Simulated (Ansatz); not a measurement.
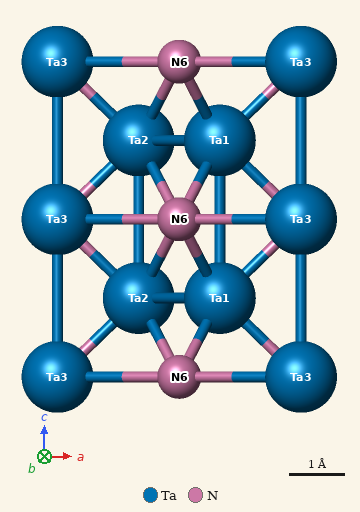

This is the input geometry for a relaxation of crystalline TaN (set up in P6/mmm). The picture is a ball-and-stick view of the cell of the calculation, repeated 1 × 1 × 2 with one cell outlined, seen along the b axis.

The run lets cell and atoms move.

Theory: Ansatz 0.2.0, Kohn-Sham DFT of a periodic cell, PBE with D4, Ansatz PAW.

Input file:
```yaml
crystal:
  lattice:
    - [5.191, 0.0, 0.0]
    - [-2.5955, 4.495537871, 0.0]
    - [0.0, 0.0, 2.908]
  atoms:
    - { symbol: Ta, position: [0.6666666667, 0.3333333333, 0.5] }
    - { symbol: Ta, position: [0.3333333333, 0.6666666667, 0.5] }
    - { symbol: Ta, position: [0.0, 0.0, 0.0] }
    - { symbol: "N", position: [0.0, 0.5, 0.0] }
    - { symbol: "N", position: [0.5, 0.5, 0.0] }
    - { symbol: "N", position: [0.5, 0.0, 0.0] }
hamiltonian:
  xc: pbe
  pseudopotentials: { kind: paw }
  dispersion: d4
kpoints:
  mp_grid: { grid: [6, 6, 9] }
scf:
  occupations: { method: fermi_dirac, width: 0.05 }
output:
  forces: true
  stress: true
  eigenvalues: true
relax:
  f_tol: 0.01
  max_steps: 40
  cell: { stress_tol: 0.05 }
```

Launched with:
```bash
ansatz run input.yaml --threads 2 --pin off --max-ram 5632MiB --backend cpu --events-out ev --progress --plain --runs-dir out
```

Q: Predict the outcome.

A: Over 5 accepted moves (7 points after the start) the energy falls by 2.9 meV per atom. All forces vanish by symmetry, so only the cell relaxes. Pressure: 5.07 GPa at the start and 0.00 GPa at the end. The SCF was repeated twice at an unchanged geometry on a basis and grid sized afresh for the cell, which shifted the energy by 0.6 meV per atom at most. The atoms keep their places relative to the cell (all moves are under 0.005 Å). Cell: a = b 5.191 → 5.222 Å (+0.6 %), c 2.908 → 2.921 Å (+0.4 %). Volume +1.6 %. Some distances before and after: Ta1–Ta3 3.331 → 3.350 Å, Ta1–Ta2 2.997 → 3.015 Å, Ta3–N4 2.596 → 2.611 Å, Ta1–Ta1 2.908 → 2.921 Å. The space group stays P6/mmm (No. 191).

History of the run:

```tsv
step	E − E(0), meV/atom	pressure, GPa	volume, Å³/atom	note
0	0.00	5.07	11.310	
1	-1.46	-1.90	11.574	
2	-2.25	-0.15	11.494	
3	-2.28	0.03	11.491	
4	-2.28	0.00	11.492	
5	-2.86	0.08	11.492	same geometry, new basis
6	-2.86	0.00	11.495	
7	-2.87	0.00	11.495	same geometry, new basis
```
